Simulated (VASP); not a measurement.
Geometry relaxation of Al15N16 (part 7 of 7)

Al15N16 (defect cell, 31 atoms in the cell); Kohn-Sham DFT of a periodic cell, PBEsol, VASP PAW PBE potentials, recommended, spin-polarised (VASP 6.6.1); cutoff 450 eV, 3×3×2 k-mesh, Gaussian smearing of 0.03 eV, collinear spins. The structure derives from an entry of the Crystallography Open Database.

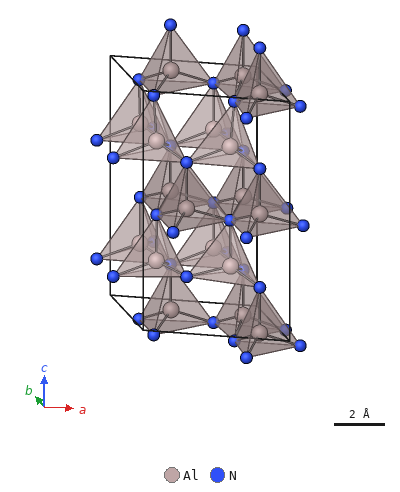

The geometry at step 11 of the log (polyhedral view of the cell of the calculation, seen slightly off an axis; polyhedra are completed across the faces of the cell).

**Trajectory as extended XYZ, continued**
```
31
Lattice="6.2200 0.0000 0.0000 -3.1100 5.3867 0.0000 0.0000 0.0000 9.9600" Properties=species:S:1:pos:R:3:forces:R:3 step=7 energy=-237.05039
Al    1.5550    0.8978    4.9618    0.0000   0.0000   0.0607
Al    0.0314    3.6092    0.0322   -0.0295  -0.0170  -0.0096
Al    0.0034    3.5931    4.9759   -0.0076  -0.0044  -0.0538
Al    4.6650    0.8615    0.0322    0.0000   0.0341  -0.0096
Al    4.6650    0.8939    4.9759    0.0000   0.0088  -0.0538
Al    3.0786    3.6092    0.0322    0.0295  -0.0170  -0.0096
Al    3.1066    3.5931    4.9759    0.0076  -0.0044  -0.0538
Al   -0.0238    1.8093    2.4690    0.0305  -0.0176   0.0430
Al   -0.0045    1.7982    7.4673    0.0032  -0.0019  -0.0506
Al   -1.5550    4.4614    2.4690    0.0000   0.0352   0.0430
Al   -1.5550    4.4837    7.4673    0.0000   0.0037  -0.0506
Al    3.1338    1.8093    2.4690   -0.0305  -0.0176   0.0430
Al    3.1145    1.7982    7.4673   -0.0032  -0.0019  -0.0506
Al    1.5550    4.4889    2.5165    0.0000   0.0000  -0.0046
Al    1.5550    4.4889    7.4589    0.0000   0.0000  -0.0885
N     1.5550    0.8978    2.0990    0.0000   0.0000   0.1671
N     1.5550    0.8978    6.8859    0.0000   0.0000  -0.0315
N     0.0114    3.5977    1.9138    0.0002   0.0001   0.0018
N     0.0043    3.5936    6.8569    0.0120   0.0069   0.0264
N     4.6650    0.8847    1.9138    0.0000  -0.0002   0.0018
N     4.6650    0.8929    6.8569    0.0000  -0.0139   0.0264
N     3.0986    3.5977    1.9138   -0.0002   0.0001   0.0018
N     3.1057    3.5936    6.8569   -0.0120   0.0069   0.0264
N    -0.0053    1.7986    4.3763    0.0483  -0.0279   0.1171
N    -0.1611    1.8886    9.3329    0.0521  -0.0301  -0.0787
N    -1.5550    4.4828    4.3763    0.0000   0.0557   0.1171
N    -1.5550    4.3028    9.3329    0.0000   0.0602  -0.0787
N     3.1153    1.7986    4.3763   -0.0483  -0.0279   0.1171
N     3.2711    1.8886    9.3329   -0.0521  -0.0301  -0.0787
N     1.5550    4.4889    4.3963    0.0000   0.0000  -0.0615
N     1.5550    4.4889    9.3665    0.0000   0.0000  -0.0289
31
Lattice="6.2200 0.0000 0.0000 -3.1100 5.3867 0.0000 0.0000 0.0000 9.9600" Properties=species:S:1:pos:R:3:forces:R:3 step=8 energy=-237.05121
Al    1.5550    0.8978    4.9643    0.0000   0.0000   0.0092
Al    0.0316    3.6094    0.0318   -0.0453  -0.0261  -0.0020
Al    0.0041    3.5935    4.9761   -0.0266  -0.0153  -0.0764
Al    4.6650    0.8613    0.0318    0.0000   0.0523  -0.0020
Al    4.6650    0.8930    4.9761    0.0000   0.0307  -0.0764
Al    3.0784    3.6094    0.0318    0.0453  -0.0261  -0.0020
Al    3.1059    3.5935    4.9761    0.0266  -0.0153  -0.0764
Al   -0.0244    1.8097    2.4714    0.0385  -0.0222   0.0177
Al   -0.0040    1.7979    7.4651   -0.0294   0.0169  -0.0150
Al   -1.5550    4.4607    2.4714    0.0000   0.0444   0.0177
Al   -1.5550    4.4843    7.4651    0.0000  -0.0339  -0.0150
Al    3.1344    1.8097    2.4714   -0.0385  -0.0222   0.0177
Al    3.1140    1.7979    7.4651    0.0294   0.0169  -0.0150
Al    1.5550    4.4889    2.5174    0.0000   0.0000  -0.0180
Al    1.5550    4.4889    7.4580    0.0000   0.0000  -0.0917
N     1.5550    0.8978    2.1034    0.0000   0.0000   0.1597
N     1.5550    0.8978    6.8874    0.0000   0.0000  -0.0635
N     0.0108    3.5974    1.9143    0.0132   0.0076  -0.0037
N     0.0043    3.5936    6.8541    0.0168   0.0097   0.0725
N     4.6650    0.8853    1.9143    0.0000  -0.0153  -0.0037
N     4.6650    0.8928    6.8541    0.0000  -0.0194   0.0725
N     3.0992    3.5974    1.9143   -0.0132   0.0076  -0.0037
N     3.1057    3.5936    6.8541   -0.0168   0.0097   0.0725
N    -0.0063    1.7992    4.3769    0.0746  -0.0431   0.1378
N    -0.1612    1.8886    9.3317    0.0492  -0.0284  -0.0898
N    -1.5550    4.4816    4.3769    0.0000   0.0861   0.1378
N    -1.5550    4.3028    9.3317    0.0000   0.0568  -0.0898
N     3.1163    1.7992    4.3769   -0.0746  -0.0431   0.1378
N     3.2712    1.8886    9.3317   -0.0492  -0.0284  -0.0898
N     1.5550    4.4889    4.3975    0.0000   0.0000  -0.0900
N     1.5550    4.4889    9.3656    0.0000   0.0000  -0.0294
31
Lattice="6.2200 0.0000 0.0000 -3.1100 5.3867 0.0000 0.0000 0.0000 9.9600" Properties=species:S:1:pos:R:3:forces:R:3 step=9 energy=-237.05831
Al    1.5550    0.8978    4.9693    0.0000   0.0000   0.0117
Al    0.0296    3.6082    0.0308   -0.0093  -0.0054  -0.0604
Al    0.0041    3.5935    4.9725   -0.0111  -0.0064   0.0296
Al    4.6650    0.8636    0.0308    0.0000   0.0107  -0.0604
Al    4.6650    0.8931    4.9725    0.0000   0.0128   0.0296
Al    3.0804    3.6082    0.0308    0.0093  -0.0054  -0.0604
Al    3.1059    3.5935    4.9725    0.0111  -0.0064   0.0296
Al   -0.0234    1.8091    2.4767    0.0068  -0.0039   0.0161
Al   -0.0046    1.7982    7.4604   -0.0149   0.0086  -0.0080
Al   -1.5550    4.4618    2.4767    0.0000   0.0079   0.0161
Al   -1.5550    4.4836    7.4604    0.0000  -0.0172  -0.0080
Al    3.1334    1.8091    2.4767   -0.0068  -0.0039   0.0161
Al    3.1146    1.7982    7.4604    0.0149   0.0086  -0.0080
Al    1.5550    4.4889    2.5179    0.0000   0.0000  -0.0847
Al    1.5550    4.4889    7.4515    0.0000   0.0000   0.0094
N     1.5550    0.8978    2.1196    0.0000   0.0000   0.0868
N     1.5550    0.8978    6.8868    0.0000   0.0000  -0.0510
N     0.0106    3.5973    1.9150   -0.0158  -0.0091   0.0155
N     0.0053    3.5942    6.8530   -0.0016  -0.0009   0.0050
N     4.6650    0.8855    1.9150    0.0000   0.0182   0.0155
N     4.6650    0.8916    6.8530    0.0000   0.0019   0.0050
N     3.0994    3.5973    1.9150    0.0158  -0.0091   0.0155
N     3.1047    3.5942    6.8530    0.0016  -0.0009   0.0050
N    -0.0041    1.7979    4.3853    0.0206  -0.0119   0.0183
N    -0.1586    1.8871    9.3248    0.0016  -0.0009   0.0080
N    -1.5550    4.4841    4.3853    0.0000   0.0237   0.0183
N    -1.5550    4.3057    9.3248    0.0000   0.0019   0.0080
N     3.1141    1.7979    4.3853   -0.0206  -0.0119   0.0183
N     3.2686    1.8871    9.3248   -0.0016  -0.0009   0.0080
N     1.5550    4.4889    4.3948    0.0000   0.0000  -0.0725
N     1.5550    4.4889    9.3623    0.0000   0.0000   0.0281
31
Lattice="6.2200 0.0000 0.0000 -3.1100 5.3867 0.0000 0.0000 0.0000 9.9600" Properties=species:S:1:pos:R:3:forces:R:3 step=10 energy=-237.05863
Al    1.5550    0.8978    4.9706    0.0000   0.0000   0.0148
Al    0.0291    3.6079    0.0306    0.0016   0.0009  -0.0766
Al    0.0040    3.5935    4.9716   -0.0078  -0.0045   0.0570
Al    4.6650    0.8642    0.0306    0.0000  -0.0019  -0.0766
Al    4.6650    0.8931    4.9716    0.0000   0.0090   0.0570
Al    3.0809    3.6079    0.0306   -0.0016   0.0009  -0.0766
Al    3.1060    3.5935    4.9716    0.0078  -0.0045   0.0570
Al   -0.0232    1.8090    2.4781   -0.0003   0.0002   0.0160
Al   -0.0048    1.7983    7.4592   -0.0123   0.0071  -0.0072
Al   -1.5550    4.4621    2.4781    0.0000  -0.0003   0.0160
Al   -1.5550    4.4834    7.4592    0.0000  -0.0142  -0.0072
Al    3.1332    1.8090    2.4781    0.0003   0.0002   0.0160
Al    3.1148    1.7983    7.4592    0.0123   0.0071  -0.0072
Al    1.5550    4.4889    2.5181    0.0000   0.0000  -0.1023
Al    1.5550    4.4889    7.4499    0.0000   0.0000   0.0393
N     1.5550    0.8978    2.1237    0.0000   0.0000   0.0690
N     1.5550    0.8978    6.8867    0.0000   0.0000  -0.0488
N     0.0106    3.5972    1.9152   -0.0226  -0.0131   0.0207
N     0.0056    3.5943    6.8527   -0.0062  -0.0036  -0.0119
N     4.6650    0.8856    1.9152    0.0000   0.0261   0.0207
N     4.6650    0.8913    6.8527    0.0000   0.0071  -0.0119
N     3.0994    3.5972    1.9152    0.0226  -0.0131   0.0207
N     3.1044    3.5943    6.8527    0.0062  -0.0036  -0.0119
N    -0.0036    1.7976    4.3874    0.0085  -0.0049  -0.0110
N    -0.1580    1.8868    9.3231   -0.0101   0.0059   0.0313
N    -1.5550    4.4848    4.3874    0.0000   0.0098  -0.0110
N    -1.5550    4.3065    9.3231    0.0000  -0.0117   0.0313
N     3.1136    1.7976    4.3874   -0.0085  -0.0049  -0.0110
N     3.2680    1.8868    9.3231    0.0101   0.0059   0.0313
N     1.5550    4.4889    4.3941    0.0000   0.0000  -0.0693
N     1.5550    4.4889    9.3615    0.0000   0.0000   0.0426
31
Lattice="6.2200 0.0000 0.0000 -3.1100 5.3867 0.0000 0.0000 0.0000 9.9600" Properties=species:S:1:pos:R:3:forces:R:3 step=11 energy=-237.05978
Al    1.5550    0.8978    4.9731    0.0000   0.0000  -0.0385
Al    0.0285    3.6076    0.0260   -0.0029  -0.0017   0.0521
Al    0.0036    3.5932    4.9735    0.0348   0.0201  -0.0295
Al    4.6650    0.8649    0.0260    0.0000   0.0034   0.0521
Al    4.6650    0.8936    4.9735    0.0000  -0.0402  -0.0295
Al    3.0815    3.6076    0.0260    0.0029  -0.0017   0.0521
Al    3.1064    3.5932    4.9735   -0.0348   0.0201  -0.0295
Al   -0.0229    1.8088    2.4808   -0.0298   0.0172   0.0123
Al   -0.0057    1.7988    7.4571    0.0199  -0.0115   0.0101
Al   -1.5550    4.4625    2.4808    0.0000  -0.0344   0.0123
Al   -1.5550    4.4824    7.4571    0.0000   0.0230   0.0101
Al    3.1329    1.8088    2.4808    0.0298   0.0172   0.0123
Al    3.1157    1.7988    7.4571   -0.0199  -0.0115   0.0101
Al    1.5550    4.4889    2.5126    0.0000   0.0000  -0.0337
Al    1.5550    4.4889    7.4498    0.0000   0.0000   0.0333
N     1.5550    0.8978    2.1331    0.0000   0.0000   0.0166
N     1.5550    0.8978    6.8838    0.0000   0.0000   0.0334
N     0.0092    3.5965    1.9166   -0.0127  -0.0073  -0.0639
N     0.0056    3.5943    6.8516    0.0037   0.0021   0.0302
N     4.6650    0.8871    1.9166    0.0000   0.0146  -0.0639
N     4.6650    0.8913    6.8516    0.0000  -0.0043   0.0302
N     3.1008    3.5965    1.9166    0.0127  -0.0073  -0.0639
N     3.1044    3.5943    6.8516   -0.0037   0.0021   0.0302
N    -0.0023    1.7969    4.3897   -0.0256   0.0148   0.0045
N    -0.1577    1.8866    9.3224    0.0000   0.0000  -0.0197
N    -1.5550    4.4862    4.3897    0.0000  -0.0296   0.0045
N    -1.5550    4.3068    9.3224    0.0000   0.0000  -0.0197
N     3.1123    1.7969    4.3897    0.0256   0.0148   0.0045
N     3.2677    1.8866    9.3224    0.0000   0.0000  -0.0197
N     1.5550    4.4889    4.3893    0.0000   0.0000   0.0156
N     1.5550    4.4889    9.3627    0.0000   0.0000  -0.0150
31
Lattice="6.2200 0.0000 0.0000 -3.1100 5.3867 0.0000 0.0000 0.0000 9.9600" Properties=species:S:1:pos:R:3:forces:R:3 step=12 energy=-237.05996
Al    1.5550    0.8978    4.9725    0.0000   0.0000  -0.0260
Al    0.0287    3.6077    0.0272   -0.0013  -0.0008   0.0206
Al    0.0037    3.5933    4.9730    0.0243   0.0140  -0.0094
Al    4.6650    0.8647    0.0272    0.0000   0.0016   0.0206
Al    4.6650    0.8935    4.9730    0.0000  -0.0281  -0.0094
Al    3.0813    3.6077    0.0272    0.0013  -0.0008   0.0206
Al    3.1063    3.5933    4.9730   -0.0243   0.0140  -0.0094
Al   -0.0230    1.8088    2.4801   -0.0219   0.0126   0.0147
Al   -0.0054    1.7987    7.4577    0.0114  -0.0066   0.0063
Al   -1.5550    4.4624    2.4801    0.0000  -0.0253   0.0147
Al   -1.5550    4.4826    7.4577    0.0000   0.0132   0.0063
Al    3.1330    1.8088    2.4801    0.0219   0.0126   0.0147
Al    3.1154    1.7987    7.4577   -0.0114  -0.0066   0.0063
Al    1.5550    4.4889    2.5140    0.0000   0.0000  -0.0500
Al    1.5550    4.4889    7.4499    0.0000   0.0000   0.0342
N     1.5550    0.8978    2.1307    0.0000   0.0000   0.0318
N     1.5550    0.8978    6.8845    0.0000   0.0000   0.0127
N     0.0096    3.5967    1.9162   -0.0149  -0.0086  -0.0439
N     0.0056    3.5943    6.8519    0.0012   0.0007   0.0198
N     4.6650    0.8867    1.9162    0.0000   0.0172  -0.0439
N     4.6650    0.8913    6.8519    0.0000  -0.0014   0.0198
N     3.1004    3.5967    1.9162    0.0149  -0.0086  -0.0439
N     3.1044    3.5943    6.8519   -0.0012   0.0007   0.0198
N    -0.0027    1.7971    4.3891   -0.0168   0.0097   0.0008
N    -0.1578    1.8866    9.3226   -0.0027   0.0016  -0.0076
N    -1.5550    4.4858    4.3891    0.0000  -0.0194   0.0008
N    -1.5550    4.3067    9.3226    0.0000  -0.0032  -0.0076
N     3.1127    1.7971    4.3891    0.0168   0.0097   0.0008
N     3.2678    1.8866    9.3226    0.0027   0.0016  -0.0076
N     1.5550    4.4889    4.3905    0.0000   0.0000  -0.0054
N     1.5550    4.4889    9.3624    0.0000   0.0000  -0.0015
31
Lattice="6.2200 0.0000 0.0000 -3.1100 5.3867 0.0000 0.0000 0.0000 9.9600" Properties=species:S:1:pos:R:3:forces:R:3 step=13 energy=-237.06069
Al    1.5550    0.8978    4.9720    0.0000   0.0000  -0.0272
Al    0.0284    3.6075    0.0266   -0.0102  -0.0059   0.0083
Al    0.0048    3.5939    4.9732    0.0061   0.0035   0.0031
Al    4.6650    0.8650    0.0266    0.0000   0.0117   0.0083
Al    4.6650    0.8922    4.9732    0.0000  -0.0070   0.0031
Al    3.0816    3.6075    0.0266    0.0102  -0.0059   0.0083
Al    3.1052    3.5939    4.9732   -0.0061   0.0035   0.0031
Al   -0.0240    1.8094    2.4819   -0.0042   0.0024  -0.0025
Al   -0.0052    1.7985    7.4572    0.0072  -0.0042   0.0090
Al   -1.5550    4.4612    2.4819    0.0000  -0.0049  -0.0025
Al   -1.5550    4.4829    7.4572    0.0000   0.0083   0.0090
Al    3.1340    1.8094    2.4819    0.0042   0.0024  -0.0025
Al    3.1152    1.7985    7.4572   -0.0072  -0.0042   0.0090
Al    1.5550    4.4889    2.5093    0.0000   0.0000  -0.0010
Al    1.5550    4.4889    7.4516    0.0000   0.0000   0.0128
N     1.5550    0.8978    2.1358    0.0000   0.0000   0.0194
N     1.5550    0.8978    6.8842    0.0000   0.0000   0.0057
N     0.0083    3.5959    1.9144    0.0049   0.0028  -0.0154
N     0.0056    3.5944    6.8526    0.0108   0.0062   0.0060
N     4.6650    0.8882    1.9144    0.0000  -0.0057  -0.0154
N     4.6650    0.8913    6.8526    0.0000  -0.0124   0.0060
N     3.1017    3.5959    1.9144   -0.0049   0.0028  -0.0154
N     3.1044    3.5944    6.8526   -0.0108   0.0062   0.0060
N    -0.0031    1.7974    4.3900   -0.0172   0.0099   0.0030
N    -0.1578    1.8867    9.3220    0.0006  -0.0004  -0.0087
N    -1.5550    4.4853    4.3900    0.0000  -0.0198   0.0030
N    -1.5550    4.3067    9.3220    0.0000   0.0007  -0.0087
N     3.1131    1.7974    4.3900    0.0172   0.0099   0.0030
N     3.2678    1.8867    9.3220   -0.0006  -0.0004  -0.0087
N     1.5550    4.4889    4.3885    0.0000   0.0000  -0.0320
N     1.5550    4.4889    9.3627    0.0000   0.0000   0.0141
31
Lattice="6.2200 0.0000 0.0000 -3.1100 5.3867 0.0000 0.0000 0.0000 9.9600" Properties=species:S:1:pos:R:3:forces:R:3 step=14 energy=-237.06080
Al    1.5550    0.8978    4.9718    0.0000   0.0000  -0.0255
Al    0.0282    3.6074    0.0263   -0.0143  -0.0082   0.0023
Al    0.0054    3.5942    4.9733    0.0010   0.0006   0.0076
Al    4.6650    0.8652    0.0263    0.0000   0.0165   0.0023
Al    4.6650    0.8916    4.9733    0.0000  -0.0012   0.0076
Al    3.0818    3.6074    0.0263    0.0143  -0.0082   0.0023
Al    3.1046    3.5942    4.9733   -0.0010   0.0006   0.0076
Al   -0.0245    1.8097    2.4827    0.0055  -0.0032  -0.0113
Al   -0.0050    1.7985    7.4570    0.0048  -0.0028   0.0110
Al   -1.5550    4.4606    2.4827    0.0000   0.0063  -0.0113
Al   -1.5550    4.4831    7.4570    0.0000   0.0056   0.0110
Al    3.1345    1.8097    2.4827   -0.0055  -0.0032  -0.0113
Al    3.1150    1.7985    7.4570   -0.0048  -0.0028   0.0110
Al    1.5550    4.4889    2.5071    0.0000   0.0000   0.0130
Al    1.5550    4.4889    7.4525    0.0000   0.0000   0.0100
N     1.5550    0.8978    2.1383    0.0000   0.0000   0.0146
N     1.5550    0.8978    6.8840    0.0000   0.0000   0.0039
N     0.0077    3.5956    1.9136    0.0142   0.0082  -0.0034
N     0.0057    3.5944    6.8529    0.0151   0.0087   0.0003
N     4.6650    0.8889    1.9136    0.0000  -0.0164  -0.0034
N     4.6650    0.8912    6.8529    0.0000  -0.0175   0.0003
N     3.1023    3.5956    1.9136   -0.0142   0.0082  -0.0034
N     3.1043    3.5944    6.8529   -0.0151   0.0087   0.0003
N    -0.0033    1.7975    4.3904   -0.0175   0.0101   0.0038
N    -0.1578    1.8867    9.3217    0.0020  -0.0011  -0.0095
N    -1.5550    4.4851    4.3904    0.0000  -0.0202   0.0038
N    -1.5550    4.3067    9.3217    0.0000   0.0023  -0.0095
N     3.1133    1.7975    4.3904    0.0175   0.0101   0.0038
N     3.2678    1.8867    9.3217   -0.0020  -0.0011  -0.0095
N     1.5550    4.4889    4.3875    0.0000   0.0000  -0.0403
N     1.5550    4.4889    9.3629    0.0000   0.0000   0.0220
31
Lattice="6.2200 0.0000 0.0000 -3.1100 5.3867 0.0000 0.0000 0.0000 9.9600" Properties=species:S:1:pos:R:3:forces:R:3 step=15 energy=-237.06105
Al    1.5550    0.8978    4.9702    0.0000   0.0000  -0.0038
Al    0.0273    3.6069    0.0262    0.0100   0.0058  -0.0014
Al    0.0058    3.5945    4.9739    0.0006   0.0003   0.0015
Al    4.6650    0.8663    0.0262    0.0000  -0.0115  -0.0014
Al    4.6650    0.8911    4.9739    0.0000  -0.0006   0.0015
Al    3.0827    3.6069    0.0262   -0.0100   0.0058  -0.0014
Al    3.1042    3.5945    4.9739   -0.0006   0.0003   0.0015
Al   -0.0245    1.8097    2.4827   -0.0046   0.0027  -0.0038
Al   -0.0047    1.7982    7.4575   -0.0002   0.0001  -0.0124
Al   -1.5550    4.4606    2.4827    0.0000  -0.0054  -0.0038
Al   -1.5550    4.4835    7.4575    0.0000  -0.0002  -0.0124
Al    3.1345    1.8097    2.4827    0.0046   0.0027  -0.0038
Al    3.1147    1.7982    7.4575    0.0002   0.0001  -0.0124
Al    1.5550    4.4889    2.5063    0.0000   0.0000  -0.0028
Al    1.5550    4.4889    7.4537    0.0000   0.0000   0.0176
N     1.5550    0.8978    2.1409    0.0000   0.0000   0.0049
N     1.5550    0.8978    6.8841    0.0000   0.0000  -0.0091
N     0.0081    3.5958    1.9127   -0.0033  -0.0019   0.0034
N     0.0066    3.5949    6.8531    0.0007   0.0004   0.0043
N     4.6650    0.8884    1.9127    0.0000   0.0038   0.0034
N     4.6650    0.8902    6.8531    0.0000  -0.0008   0.0043
N     3.1019    3.5958    1.9127    0.0033  -0.0019   0.0034
N     3.1034    3.5949    6.8531   -0.0007   0.0004   0.0043
N    -0.0045    1.7981    4.3909   -0.0003   0.0002  -0.0028
N    -0.1577    1.8866    9.3209    0.0002  -0.0001   0.0051
N    -1.5550    4.4837    4.3909    0.0000  -0.0004  -0.0028
N    -1.5550    4.3068    9.3209    0.0000   0.0003   0.0051
N     3.1145    1.7981    4.3909    0.0003   0.0002  -0.0028
N     3.2677    1.8866    9.3209   -0.0002  -0.0001   0.0051
N     1.5550    4.4889    4.3845    0.0000   0.0000  -0.0017
N     1.5550    4.4889    9.3643    0.0000   0.0000   0.0134
```

**Results in brief**

```csv
quantity,value
outcome,converged
electrons treated,125
free energy,−237.0610 eV
gap on the k-point mesh,0.13 eV
net moment of the cell,3.00 μB
pressure,1.98 GPa
final volume,333.71 Å³
largest force (length of the vector) at the end,0.018 eV/Å
wall time,21 min (CPU time 79 min)
peak memory,0.64 GiB
```
